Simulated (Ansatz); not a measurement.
**TiAl(110) (P4/mmm bulk, 6 atomic planes (those closer than 0.6 Å count as one), 10 Å, TiAl-terminated): images, spectra and barriers**

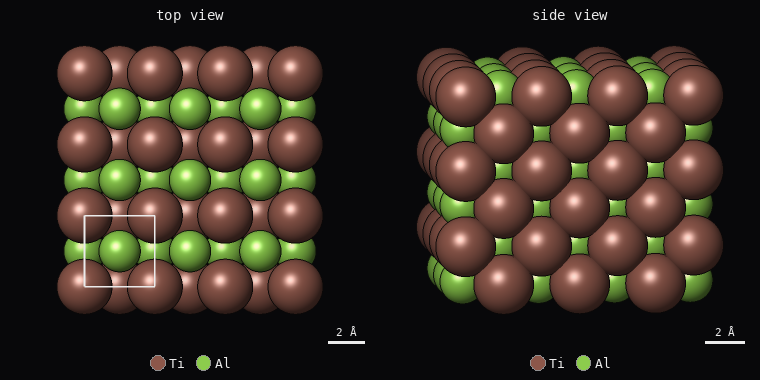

The relaxed structure from above and from the side.

All numbers here come from Ansatz, DFT PBE, scalar-relativistic, plane waves, PAW. Cutoff 420 eV, 15 × 15 k-points, Gaussian smearing 0.1 eV, dipole correction. The slab is a cut without reconstruction beyond its cell, at the source's lattice constants, with its lower half held fixed and the rest relaxed. No spin polarisation. The run couldn't confirm all of its levels under its output density. The run warns that the functional's potential is rough in the thin density of the vacuum, where the tip is; weak contrasts and barriers may feel it.

Tersoff–Hamann simulation (s-wave tip); biases are sample biases. Bias windows are sharp sums over the levels of the k mesh.

Input file:

```yaml
crystal:
  lattice:
    - [4.01254814, 0.0, 0.0]
    - [0.0, 4.0591, 0.0]
    - [0.0, 0.0, 30.031370105]
  atoms:
    - { symbol: Ti, position: [0.5, 0.0, 0.3329851407] }
    - { symbol: Al, position: [0.0, 0.5, 0.3329851407] }
    - { symbol: Ti, position: [0.0, 0.0, 0.3997910788] }
    - { symbol: Al, position: [0.5, 0.5, 0.3997910788] }
    - { symbol: Ti, position: [0.5, 0.0, 0.4665970263] }
    - { symbol: Al, position: [0.0, 0.5, 0.4665970263] }
    - { symbol: Ti, position: [0.0, 0.0, 0.532148523] }
    - { symbol: Al, position: [0.5, 0.5, 0.5324562045] }
    - { symbol: Ti, position: [0.5, 0.0, 0.5979689424] }
    - { symbol: Al, position: [0.0, 0.5, 0.6001060302] }
    - { symbol: Ti, position: [0.0, 0.0, 0.6632954156] }
    - { symbol: Al, position: [0.5, 0.5, 0.6643690833] }
basis:
  ecutwfc: 420.0
  fft_grid_basis: typed
kpoints:
  mp_grid: { grid: [15, 15, 1] }
hamiltonian:
  xc: pbe
scf:
  occupations: { method: gaussian, width: 0.1 }
output:
  forces: true
  eigenvalues: true
  band_densities:
    - { e_range: [-2.0, -1.0] }
    - { e_range: [-1.0, -0.5] }
    - { e_range: [-0.5, -0.25] }
    - { e_range: [-0.25, 0.0] }
    - { e_range: [0.0, 0.25] }
    - { e_range: [0.25, 0.5] }
    - { e_range: [0.5, 1.0] }
    - { e_range: [1.0, 1.5] }
  band_residual_tolerance: 1.0e-05
  write_potential: true
  elf: true
  write_density: true
  volumetric_format: npy
efield:
  axis: 3
  dipole_correction: true
  ramp_width: 0.04
checkpoint:
  read: start.run
  write: ck
  compress: false
  write_wavefunctions: false
  write_every: 100000
```

Run with:

```sh
ansatz run input.yaml --threads 1 --pin off --max-ram 2211MiB --backend cpu --events-out ev --progress --plain --runs-dir out
```

This last single point, started from the relaxation's saved density, took 2.5 min on 1 thread of AMD EPYC 9R45 96-Core Processor (Zen 5), on a shared host, peak memory 1.8 GiB.

### 1. One image

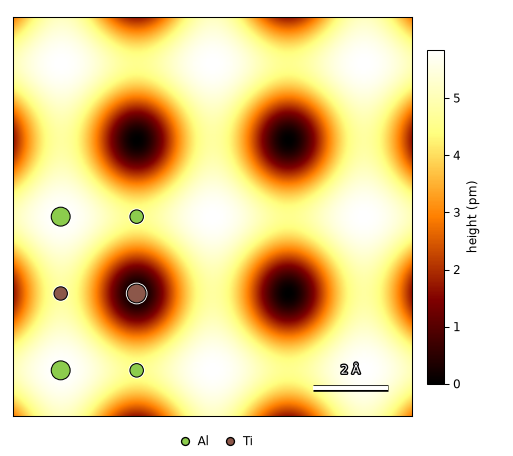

Constant-current image at a set point of 2.3 × 10⁻⁵ e/Å³ of this surface, sample bias +0.25 V. The atoms seen from above are drawn over one corner (deeper ones smaller).

Question: What lies under the maxima and minima of this image?

Answer: The brightest spots lie over the top Al atoms; the darkest points are over the top Ti atoms. The corrugation is 6 pm at a mean tip height of 4.0 Å. So weak a contrast (6 pm) depends on the k-mesh and on the tip.

### 2. Approach curves

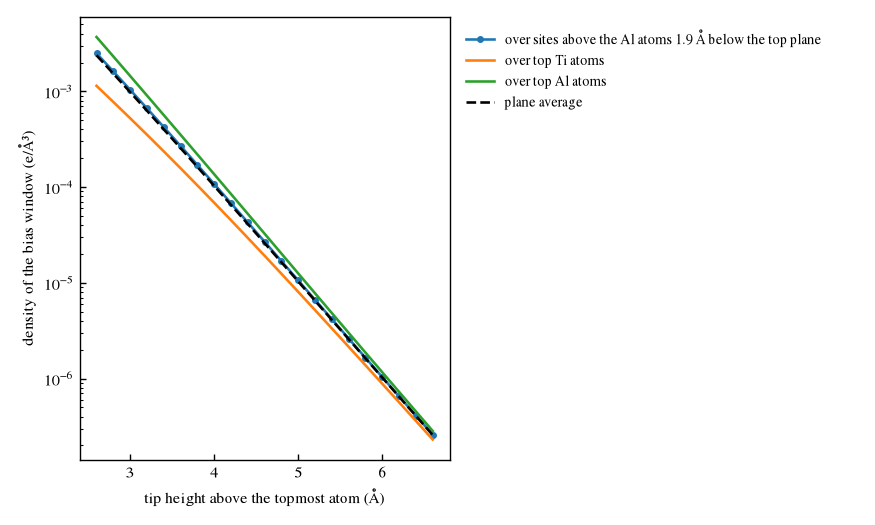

Approach curves over this surface at a sample bias of −2.00 V.

Question: Estimate the decay constant and the apparent barrier, and compare with the vacuum level, which the run puts 4.04 eV above zero bias.

Answer: Near 4 Å the plane average falls as exp(−2.28 z/Å), a factor of 9.8 per ångström, which gives an apparent barrier of 5.0 eV (0.952 eV Å² times the slope squared). The apparent barrier is above 4.04 eV. At 4 Å the 0.25 eV of states nearest the highest filled state carry 23 % of the density, so deeper states, or ones away from the zone centre, set the barrier.

### 3. States by depth

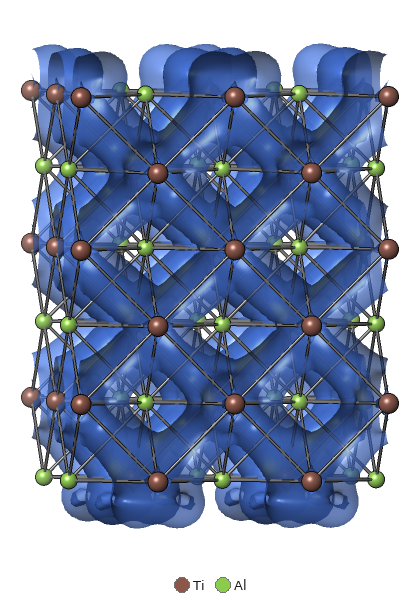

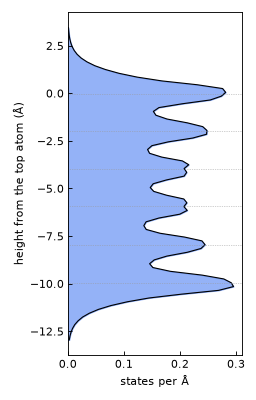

Density of all states between 0.00 and +0.25 eV (zero: the Fermi level) of this surface: blue isosurface at 8.0 × 10⁻³ e/Å³, seen from the side, and the full density summed over planes, the part near the nuclei included (dotted lines mark the atomic planes).

The first picture shows the smooth PAW orbitals' density alone, which lacks about 26 % of these states' charge, near the nuclei; the shares below count all of it.

Question: Where in the slab do these states sit?

Answer: The window holds 2.5 states per cell. Shares by plane (space cut midway between planes), top to bottom: TiAl 19 %, TiAl 16 %, TiAl 15 %, TiAl 14 %, TiAl 15 %, TiAl 20 %; the outer planes' shares include the vacuum, and density in a gap between layers is shared out between the planes on either side.

### 4. Bias series

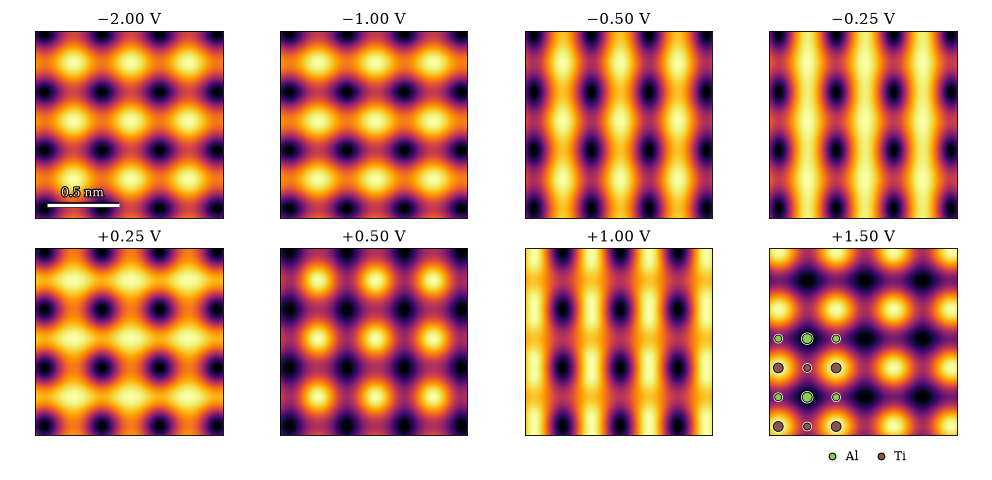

Constant-current images of this surface at 8 sample biases, each on its own colour scale; the last has the atoms seen from above drawn over one corner (deeper ones smaller).

Question: How do the images change with bias?

Answer:
| bias | set point (e/Å³) | corrugation | brightest over |
| --- | --- | --- | --- |
| −2.00 V | 3.2 × 10⁻⁴ | 39 pm | top Al atoms |
| −1.00 V | 2.3 × 10⁻⁴ | 37 pm | top Al atoms |
| −0.50 V | 1.2 × 10⁻⁴ | 31 pm | top Al atoms |
| −0.25 V | 6.7 × 10⁻⁵ | 28 pm | top Al atoms and sites above the Ti atoms 2.0 Å below the top plane |
| +0.25 V | 6.2 × 10⁻⁵ | 9 pm | top Al atoms |
| +0.50 V | 1.9 × 10⁻⁴ | 9 pm | top Al atoms |
| +1.00 V | 3.9 × 10⁻⁴ | 6 pm | top Ti atoms |
| +1.50 V | 8.8 × 10⁻⁴ | 33 pm | top Ti atoms |

The slab has states at the Fermi level, so this model gives a current down to small biases. Its work function (top face) is 4.04 eV.

The weakest contrasts here depend on the k mesh and on the tip.
